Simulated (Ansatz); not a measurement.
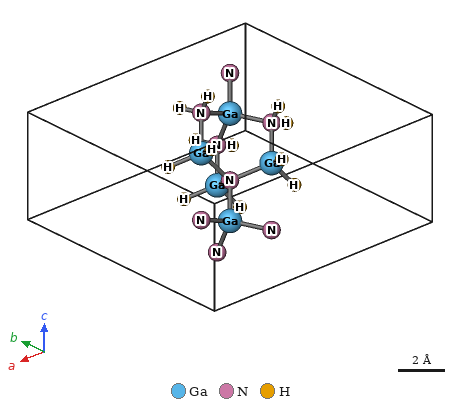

A wire of composition GaH3N, before the relaxation. The picture is a ball-and-stick view of the cell of the calculation, with the vacuum cut short, seen from a free direction.

Case: wire along [0 0 1], 8 atoms a period, capped with H.

Level of theory: DFT PBE, scalar-relativistic, plane waves, PAW in Ansatz 0.2.0.

Input
```yaml
crystal:
  lattice:
    - [14.8, 0.0, 0.0]
    - [0.0, 14.3, 0.0]
    - [0.0, 0.0, 5.2430304722]
  atoms:
    - { symbol: Ga, position: [0.5, 0.4934389835, 0.9991316875] }
    - { symbol: Ga, position: [0.3912692931, 0.428468326, 0.4991316875] }
    - { symbol: Ga, position: [0.6087307069, 0.428468326, 0.4991316875] }
    - { symbol: Ga, position: [0.5, 0.6233802985, 0.4991316875] }
    - { symbol: "N", position: [0.5, 0.4934389835, 0.3758683125] }
    - { symbol: "N", position: [0.3912692931, 0.428468326, 0.8758683125] }
    - { symbol: "N", position: [0.6087307069, 0.428468326, 0.8758683125] }
    - { symbol: "N", position: [0.5, 0.6233802985, 0.8758683125] }
    - { symbol: H, position: [0.3912692931, 0.324771077, 0.4007636443] }
    - { symbol: H, position: [0.3044987754, 0.4803169505, 0.4007636443] }
    - { symbol: H, position: [0.6087307069, 0.324771077, 0.4007636443] }
    - { symbol: H, position: [0.6955012246, 0.4803169505, 0.4007636443] }
    - { symbol: H, position: [0.4132294823, 0.675228923, 0.4007636443] }
    - { symbol: H, position: [0.5867705177, 0.675228923, 0.4007636443] }
    - { symbol: H, position: [0.3912692931, 0.3610981387, 0.9397762132] }
    - { symbol: H, position: [0.3348960906, 0.4621534196, 0.9397762132] }
    - { symbol: H, position: [0.6087307069, 0.3610981387, 0.9397762132] }
    - { symbol: H, position: [0.6651039094, 0.4621534196, 0.9397762132] }
    - { symbol: H, position: [0.4436267974, 0.6570653921, 0.9397762132] }
    - { symbol: H, position: [0.5563732026, 0.6570653921, 0.9397762132] }
basis:
  ecutwfc: 420
kpoints:
  mp_grid: { grid: [1, 1, 6] }
hamiltonian:
  xc: pbe
scf:
  occupations: { method: gaussian, width: 0.05 }
output:
  forces: true
  stress: true
  eigenvalues: true
  populations: true
  write_density: true
  write_potential: true
  elf: true
  volumetric_format: npy
relax:
  adjacent_minimum: "off"
  f_tol: 0.02
  max_steps: 45
  cell: { fix: [a, b, alpha, beta, gamma], stress_tol: 0.03 }
```

Run as
```bash
ansatz run input.yaml --threads 4 --pin off --max-ram 11264MiB --backend cpu --events-out ev --progress --plain --runs-dir out
```

**What does the optimiser find from here?**

The largest moves relative to the centre of the atoms, 0.12 Å, are those of 7 atoms (Ga1, H9, H10, H11 and others). By element the largest moves are H 0.12 Å, Ga 0.12 Å, N 0.07 Å. Along the periodic axis the drawn cell goes c 5.243 → 5.349 Å (+2.0 %). Some distances before and after: Ga2–N6 1.975 → 2.061 Å, Ga1–N5 1.975 → 1.920 Å, Ga2–N5 1.967 → 1.987 Å, Ga2–H10 1.570 → 1.576 Å. Among the angles between lasting bonds that change: H9–Ga2–H10 109.8° → 121.2°, Ga1–N6–Ga2 109.2° → 117.6°, N5–Ga2–N6 109.2° → 103.1°. The energy falls by 0.531 eV per cell of the calculation in 5 accepted moves (6 points after the start). Largest force component: 1.8 eV/Å at the start, 0.01 eV/Å at the end. The SCF was repeated once at an unchanged geometry on a basis and grid sized afresh for the cell, which shifted the energy by 11.4 meV per cell of the calculation at most.

After the run, drawn alike:

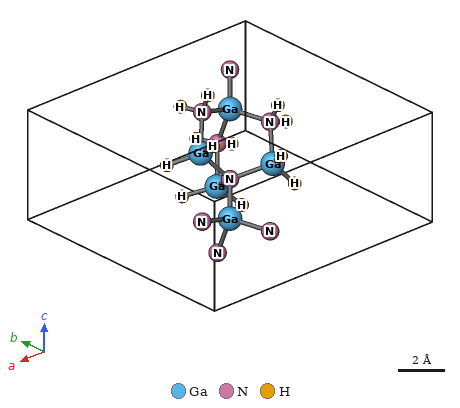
